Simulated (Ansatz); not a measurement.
Input file:

```
crystal:
  lattice:
    - [3.9804038239, 0.0, 0.0]
    - [0.0, 3.9804038239, 0.0]
    - [0.0, 0.0, 5.0009106036]
  atoms:
    - { symbol: Pb, position: [0.0, 0.5, 0.2366326954] }
    - { symbol: Pb, position: [0.5, 0.0, 0.7633673046] }
    - { symbol: O, position: [0.0, 0.0, 0.0] }
    - { symbol: O, position: [0.5, 0.5, 0.0] }
kpoints:
  mp_grid: { grid: [4, 4, 4] }
hamiltonian:
  xc: lc_wpbe
scf:
  occupations: { method: fixed }
  n_extra_bands: 5
output:
  forces: true
  stress: true
  eigenvalues: true
  write_density: true
  write_potential: true
  elf: true
  volumetric_format: npy
```

Command:

```sh
ansatz run input.yaml --threads 4 --pin off --max-ram 9216MiB --backend cpu --events-out ev --progress --plain --runs-dir out
```

Below, planes, directions and counts refer to the conventional cell (a = 3.98 Å, b = 3.98 Å, c = 5.00 Å, α = 90.00°, β = 90.00°, γ = 90.00°).

Space group P4/nmm; started from the measured structure prototype, which need not be the ambient phase; not relaxed (largest force 0.6 eV/Å).

The calculation used DFT, LC-wPBE, plane waves, PAW in Ansatz 0.2.0.

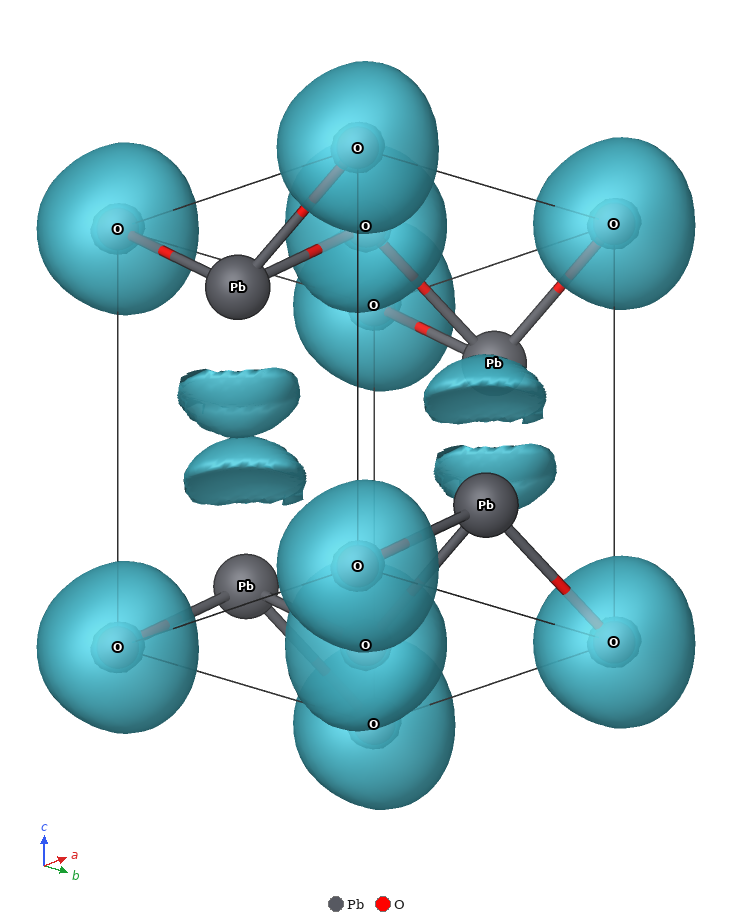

PbO. Isosurface of the electron localisation function at 0.6 (cyan), seen at an oblique angle. Core shells and regions of very low density are left out. Sticks mark near contacts.

Q: Describe the localisation domains.

A: The surface consists of two lobes on Pb, pointing away from the bonds (lone pairs) and two regions wrapped around O (the valence shell of each), counted in one cell of 4 atoms. Any copies at cell faces, edges or corners count once. Along the contacts the grid gives the following. Pb–O (2.32 Å): the ELF peaks at about 0.85 in the valence shell of O, 0.6 Å from its nucleus, and drops to about 0.15 between the two atoms.

Q: Does the calculation make it a metal, or give it a gap?

A: It is gapped, with a Kohn–Sham gap of 6.1 eV on the k-point mesh (the band edges may lie off the mesh, which would make the gap smaller).
